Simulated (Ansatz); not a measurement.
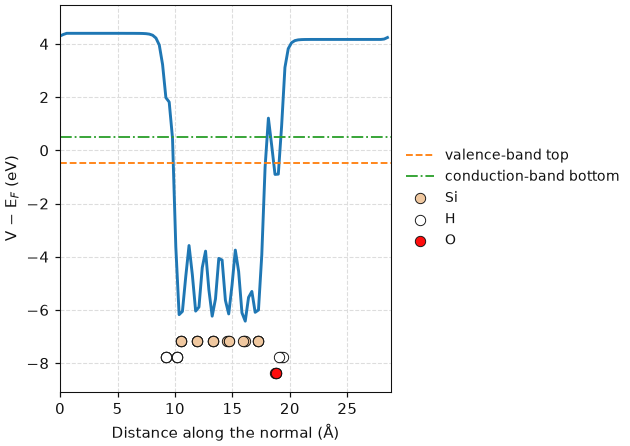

Plane-averaged electrostatic potential energy of an electron across the slab; circles at the bottom mark the heights of the atoms.

Structure: a (100) slab cut from Si (Fd-3m), of composition Si6H3O (not the bulk's), ended by Si planes, 40 atoms in the cell, the slab at its places in the relaxed adsorbed structure; a = 7.67 Å, b = 7.67 Å, c = 28.78 Å, α = 90.00°, β = 90.00°, γ = 90.00°.

Computed with Ansatz 0.2.0: DFT PBE+D3(BJ), scalar-relativistic, plane waves, PAW, no spin polarisation, 2×2×1 k mesh, 420 eV cutoff.

Question: What are the ionisation potential and the electron affinity of the slab?

Answer: From the vacuum level at the right face the ionisation potential is 4.66 eV and the electron affinity 3.68 eV; at the left face they are 4.89 and 3.91 eV. The slab's gap, their difference before rounding, is 0.98 eV.

Question: Do the two faces differ, and what does that say about the slab's dipole?

Answer: The vacuum levels differ by 0.23 eV, so the slab carries a dipole along its normal.

Question: How thick are slab and vacuum?

Answer: The outermost atoms are 10.2 Å apart, which leaves 18.6 Å of vacuum in a cell 28.8 Å high.

The atoms aren't at rest in this cell (largest force 0.8 eV/Å), so the relaxed material can differ.
